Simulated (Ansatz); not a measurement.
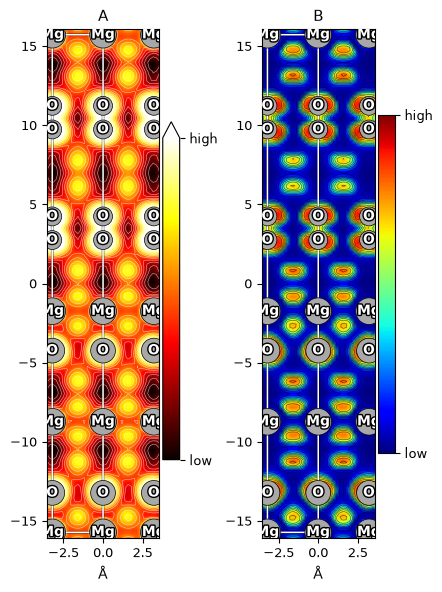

MgO₂: 2 fields on the (100) plane of the conventional cell, with unlabelled colour scales. Grey discs cover the atomic cores.

Space group R-3m; a structure from a database of computed crystals, not necessarily the ambient phase; not relaxed (largest force 1.5 eV/Å); computed pressure about −4 GPa in this cell.

The calculation used Ansatz 0.2.0, DFT r2SCAN, scalar-relativistic, plane waves, PAW.

```
Mg O
1.0
     3.20952    0.00000    0.00000
    -1.60476    2.77953    0.00000
     0.00000    0.00056   31.44581
Mg O
9 18
Cartesian
  0.0000 1.8536 29.7003
  1.6048 0.9268 19.2184
  0.0000 0.0002 8.7363
  0.0000 1.8534 12.2302
  0.0000 0.0005 22.7124
  1.6048 0.9267 1.7484
  1.6048 0.9270 26.2063
  0.0000 1.8532 5.2423
  0.0000 0.0003 15.7242
  0.0000 1.8535 23.7127
  1.6048 0.9268 13.2308
  0.0000 0.0002 2.7490
  0.0000 1.8534 16.7248
  0.0000 0.0005 27.2069
  1.6047 0.9267 6.2429
  1.6047 0.9270 30.7009
  0.0000 1.8532 9.7369
  -1.6047 2.7799 20.2187
  0.0000 1.8536 25.2057
  1.6048 0.9268 14.7239
  0.0000 0.0002 4.2417
  0.0000 1.8533 18.2178
  0.0000 0.0005 28.6996
  1.6048 0.9267 7.7357
  1.6048 0.9270 21.7118
  0.0000 1.8532 0.7478
  0.0000 0.0003 11.2299
```

The panels show electron localisation function and valence pseudo-density in some order. Assign them.

Answer. Panel A: valence pseudo-density. Panel B: electron localisation function. From the grid: O–O (1.49 Å): the density is about 1.7 e/Å³ at the midpoint; the ELF peaks at about 0.70 between the atoms.
